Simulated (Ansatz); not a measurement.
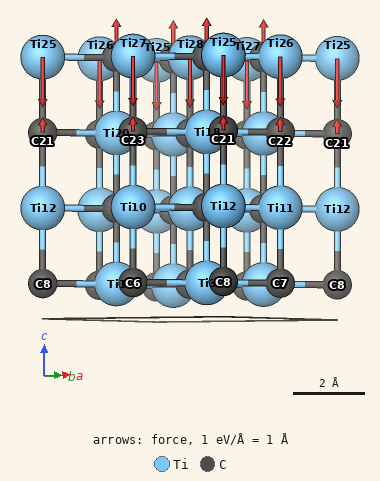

Starting geometry of a slab of composition TiC (cut from the Fm-3m phase) with the computed forces as red arrows. Style: ball-and-stick. Shown: the cell of the calculation, outlined in the plane, without the vacuum, from a free direction.

Case: clean slab, lower planes held. The slab is the (1 0 0) face of TiC. 16 atoms are held fixed.

Level of theory: DFT PBE+D3(BJ), scalar-relativistic, plane waves, PAW in Ansatz.

The input:
```yaml
crystal:
  lattice:
    - [6.0686302234, 0.0, 0.0]
    - [0.0, 6.0686302234, 0.0]
    - [0.0, 0.0, 22.4367543752]
  atoms:
    - { symbol: Ti, position: [0.25, 0.25, 0.3565578098] }
    - { symbol: Ti, position: [0.25, 0.75, 0.3565578098] }
    - { symbol: Ti, position: [0.75, 0.25, 0.3565578098] }
    - { symbol: Ti, position: [0.75, 0.75, 0.3565578098] }
    - { symbol: C, position: [0.5, 0.5, 0.3565578098] }
    - { symbol: C, position: [0.5, 0.0, 0.3565578098] }
    - { symbol: C, position: [0.0, 0.5, 0.3565578098] }
    - { symbol: C, position: [0.0, 0.0, 0.3565578098] }
    - { symbol: Ti, position: [0.5, 0.5, 0.4521859366] }
    - { symbol: Ti, position: [0.5, 0.0, 0.4521859366] }
    - { symbol: Ti, position: [0.0, 0.5, 0.4521859366] }
    - { symbol: Ti, position: [0.0, 0.0, 0.4521859366] }
    - { symbol: C, position: [0.75, 0.75, 0.4521859366] }
    - { symbol: C, position: [0.75, 0.25, 0.4521859366] }
    - { symbol: C, position: [0.25, 0.75, 0.4521859366] }
    - { symbol: C, position: [0.25, 0.25, 0.4521859366] }
    - { symbol: Ti, position: [0.75, 0.75, 0.5478140634] }
    - { symbol: Ti, position: [0.75, 0.25, 0.5478140634] }
    - { symbol: Ti, position: [0.25, 0.75, 0.5478140634] }
    - { symbol: Ti, position: [0.25, 0.25, 0.5478140634] }
    - { symbol: C, position: [0.0, 0.0, 0.5478140634] }
    - { symbol: C, position: [0.0, 0.5, 0.5478140634] }
    - { symbol: C, position: [0.5, 0.0, 0.5478140634] }
    - { symbol: C, position: [0.5, 0.5, 0.5478140634] }
    - { symbol: Ti, position: [0.0, 0.0, 0.6434421902] }
    - { symbol: Ti, position: [0.0, 0.5, 0.6434421902] }
    - { symbol: Ti, position: [0.5, 0.0, 0.6434421902] }
    - { symbol: Ti, position: [0.5, 0.5, 0.6434421902] }
    - { symbol: C, position: [0.25, 0.25, 0.6434421902] }
    - { symbol: C, position: [0.25, 0.75, 0.6434421902] }
    - { symbol: C, position: [0.75, 0.25, 0.6434421902] }
    - { symbol: C, position: [0.75, 0.75, 0.6434421902] }
basis:
  ecutwfc: 420
kpoints:
  mp_grid: { grid: [3, 3, 1] }
hamiltonian:
  xc: pbe
  dispersion: d3bj
scf:
  occupations: { method: gaussian, width: 0.1 }
output:
  forces: true
  eigenvalues: true
  write_density: true
  write_potential: true
  elf: true
  volumetric_format: npy
relax:
  adjacent_minimum: "off"
  f_tol: 0.03
  max_steps: 70
  constraints: [{ sites: [0, 1, 2, 3, 4, 5, 6, 7, 8, 9, 10, 11, 12, 13, 14, 15] }]
efield:
  axis: 3
  dipole_correction: true
  ramp_width: 0.04
```

Launched with:
```bash
ansatz run input.yaml --threads 4 --pin off --max-ram 12288MiB --backend cpu --events-out ev --progress --plain --runs-dir out
```

Is this structure relaxed? If not, where do the atoms go?

Answer. It isn't relaxed: the largest force vector, on Ti atoms, is 1.43 eV/Å. The atoms end up moving mostly along the starting forces (cosine between the two patterns 0.96). The largest moves, 0.072 Å, are those of Ti25, Ti26, Ti27 and Ti28. Ti25 goes along the normal (−c). Largest moves by element: Ti 0.072 Å, C 0.054 Å. The cell doesn't change. Among the contacts that change: Ti17–C32 2.146 → 2.221 Å, C21–Ti25 2.146 → 2.078 Å, Ti17–Ti25 3.034 → 2.999 Å, C13–Ti17 2.146 → 2.124 Å. Among the angles between lasting bonds that change: C29–Ti27–C32 180.0° → 173.3°, Ti25–C30–Ti28 180.0° → 173.3°, C23–Ti27–C29 90.0° → 93.4°. After 3 accepted moves (4 points after the start) the energy has fallen by 0.346 eV per cell of the calculation. The largest force component goes from 1.4 to 0.014 eV/Å. 1 step only repeated the SCF at the same geometry. Cost: 50 s on 4 threads of Intel(R) Xeon(R) Platinum 8488C (Sapphire Rapids), on a shared host, peak memory 1.9 GiB.
